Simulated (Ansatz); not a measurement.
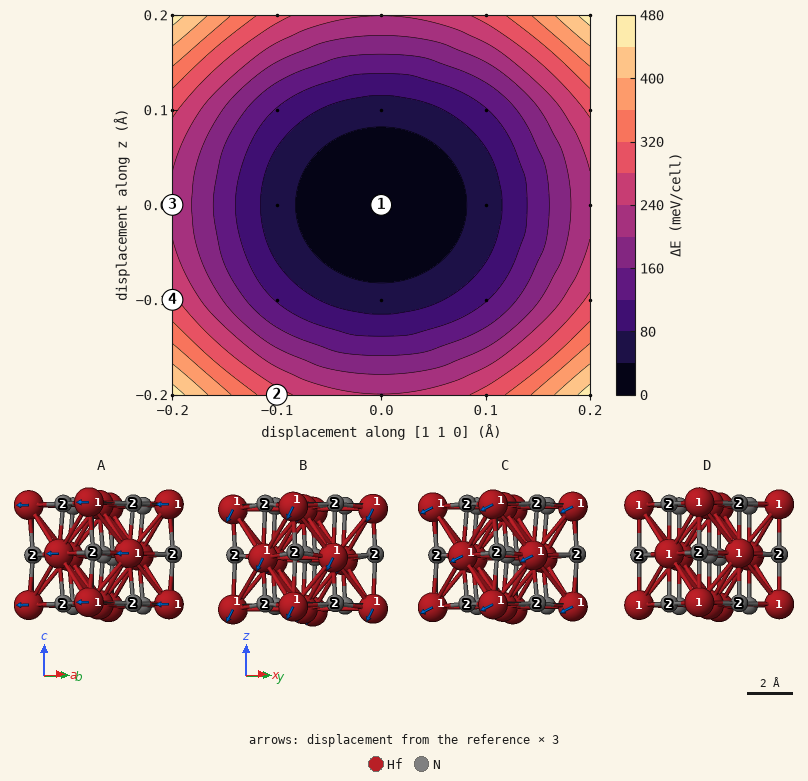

Energy scan for a crystal of HfN (Fm-3m), in which Hf1 (one in each cell of 2 atoms) is moved over the plane of the Cartesian directions [1 1 0] and z, all else fixed. The map is interpolated between the computed points (dots). The frames are shuffled; each belongs to one numbered point. A ball-and-stick model of the conventional cell (4 times the calculation's cell), seen nearly along the normal of the scanned plane. Blue arrows: displacements from the reference. Lengths and directions refer to the drawn axes.

All numbers below come from DFT PBE, scalar-relativistic, plane waves, PAW (Ansatz 0.2.0). Settings: plane-wave cutoff 420 eV; k-point mesh 18 × 18 × 18; occupations cold; smearing width 0.2 eV; no spin polarisation. Energies (free energies at the smearing named) are counted from the cell as listed in its source, which wasn't relaxed.

Q: Which frame belongs to which numbered point?

A: Point 1 is frame D, at (0.00, 0.00) and 0 meV/cell; 2 is frame B, at (−0.10, −0.20) and 296 meV/cell; 3 is frame A, at (−0.20, 0.00) and 233 meV/cell; 4 is frame C, at (−0.20, −0.10) and 289 meV/cell. In pairs of (displacement along [1 1 0] (Å); displacement along z (Å)): the lowest computed point lies at (0.00, 0.00) (0 meV/cell), the highest at (−0.20, −0.20), (0.20, 0.20), (0.20, −0.20), (−0.20, 0.20) (460 meV/cell).  Over the ranges scanned the energy rises by about as much along both axes.
